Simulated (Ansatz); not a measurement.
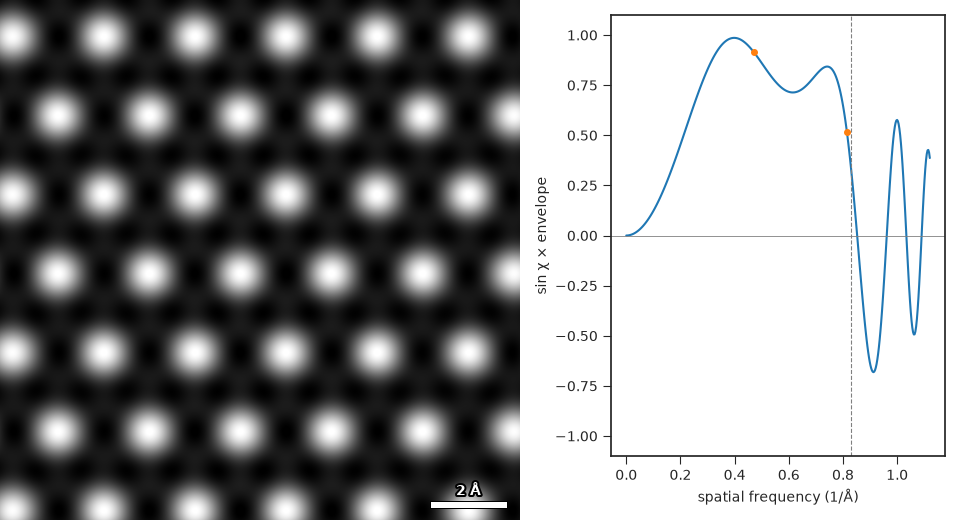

Phase-contrast TEM-like image of P (Im-3m, No. 229) along [111]. Simulated in the weak-phase-object approximation with neutral-atom potentials: 80 kV, Cs = −15 µm, defocus +95 Å (negative is underfocus), defocus spread 8 Å, aperture 0.83 1/Å. Model: coordinates from a relaxation with Ansatz 0.2.0, DFT, LDA (PW92), plane waves (420 eV) with PAW, scalar-relativistic; the starting structure was generated, so it need not be a known form of this composition.

The plot gives the contrast transfer function, the aperture (dashed) and the crystal's spatial frequencies that carry visible contrast (dots).

What point resolution do these settings give, and which lattice spacings pass?

About 1.2 Å (0.66 |Cs|^(1/4) λ^(3/4) with λ = 0.0418 Å). The spacings that carry visible contrast are {110} at 2.13 Å, {211} at 1.23 Å.

Do the atom columns appear dark or bright, and why?

Bright. With negative Cs and overfocus sin χ is positive over the pass band, so the strongest columns (P) come out brighter than the background.
